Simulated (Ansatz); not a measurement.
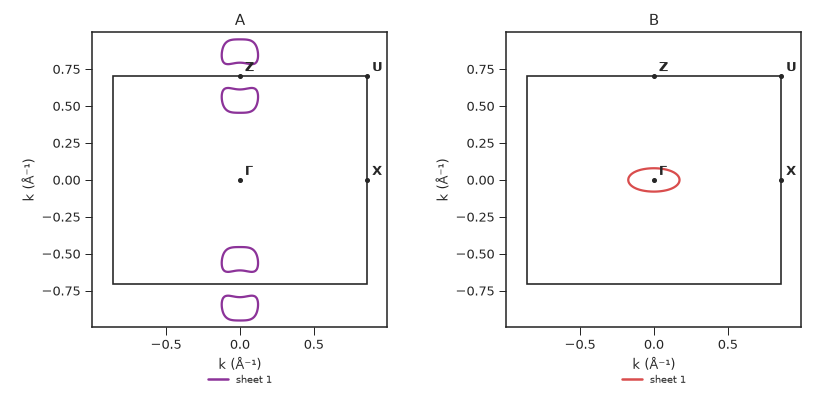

Constant-energy contours of a single layer of As (space group of the slab cell Pmna) near its two band edges (0.30 eV into the valence band, 0.10 eV into the conduction band), in unknown order.

Computed with Ansatz, DFT PBE, scalar-relativistic, plane waves, PAW; levels and slopes on a dense k mesh at the converged density. No spin polarisation. Mesh 50×40×1, interpolated with the band slopes. Cell and positions as given, without relaxation.

Masses come from a second pass at points close to the extrema; at the energies drawn a band may no longer be parabolic.

### Which panel shows the holes and which the electrons?

A shows the valence band (holes), B the conduction band (electrons).

### Describe the extrema and the gap.

Valence band (extrema up to 0.30 eV from the edge): two equivalent maxima on the Γ–Z line, principal masses 0.054 and 0.17 mₑ. Band 30 forms the valence edge.
Conduction band (extrema up to 0.10 eV from the edge): one minimum at Γ, principal masses 0.20 and 1.14 mₑ. Band 31 forms the conduction edge.
The gap is indirect, 0.15 eV at this level of theory (semilocal functionals give gaps that are too small, and can reorder valleys that lie close).

Cost: 73 s on 1 thread of AMD EPYC 9R45 96-Core Processor (Zen 5), with other jobs on the host, peak memory 2.2 GiB.
